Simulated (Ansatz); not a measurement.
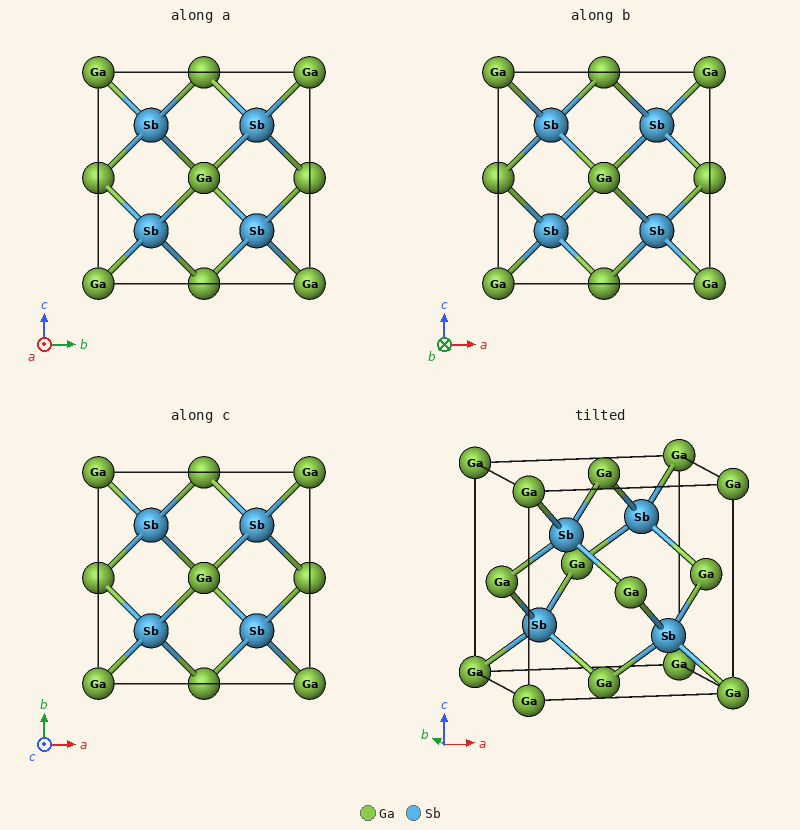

We look at a ball-and-stick model of the crystal along the a axis, along the b axis, along the c axis and slightly off an axis. The conventional unit cell is outlined; an atom on or near a face, edge or corner is repeated at each equivalent position.

Lattice parameters: a = 5.948 Å, b = 5.948 Å, c = 5.948 Å, α = 90.00°, β = 90.00°, γ = 90.00°. Put a along x and b in the xy plane.

Put the structure into a POSCAR file.

```
Ga Sb
1.0
     5.948    0.000    0.000
     0.000    5.948    0.000
     0.000    0.000    5.948
Ga Sb
4 4
Direct
  0.0000 0.0000 0.0000
  0.0000 0.5000 0.5000
  0.5000 0.0000 0.5000
  0.5000 0.5000 0.0000
  0.2500 0.2500 0.7500
  0.2500 0.7500 0.2500
  0.7500 0.2500 0.2500
  0.7500 0.7500 0.7500
```

The initial geometry was a structure type filled with these elements by a generator (whether the compound takes this form wasn't checked). The cell was then strained or its atoms displaced on purpose. It went into a calculation with Ansatz.

At this level of theory the cell isn't at rest (compressed, at 6 GPa), so its distances can differ from those at equilibrium, the more so the softer the solid.
